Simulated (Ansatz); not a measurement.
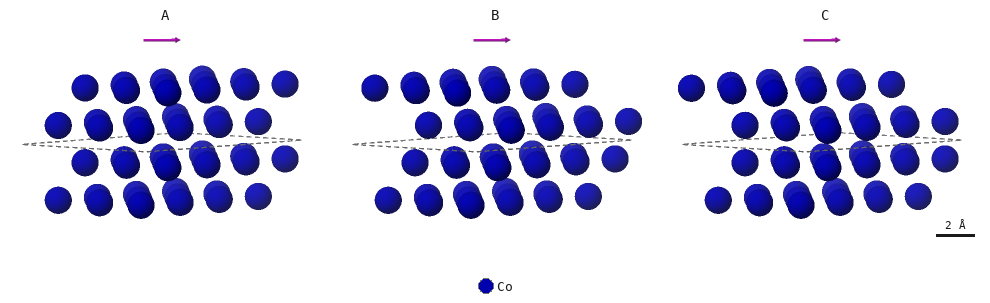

A crystal of Co (P6_3/mmc): the crystal above a cut along the (0 0 1) plane of the conventional cell (between a plane of Co below and one of Co above, 2.02 Å apart) is slid rigidly by fractions of an in-plane lattice vector 4.32 Å long (a generalised stacking fault). One cut stands in each cell, which starts 12.1 Å high; nothing is relaxed, and the dashed outline marks the cut, the arrow on top the direction of slip. Style: spheres-only. Shown: the layers on both sides of the cut, from the side, nearly along the cut plane.

Theory: DFT PBE, scalar-relativistic, plane waves, PAW (Ansatz). Set-up: plane-wave cutoff 420 eV; k-point mesh 27 × 27 × 5; occupations gaussian; smearing width 0.15 eV; collinear spin. Energies (free energies at the smearing named) are counted from the relaxed crystal.

Order these geometries by energy, lowest first.

Lowest first: A (the slip 0.00, 0 mJ/m²), B (the slip 0.50, 1173 mJ/m²), C (the slip 0.333, 2679 mJ/m²). Over the whole scan: the curve starts and ends at zero, since a full lattice vector restores the crystal. Its highest computed point is 2679 mJ/m² at slip 0.333. The points are too sparse to place its extrema closely. Relaxation across the fault would lower the values.
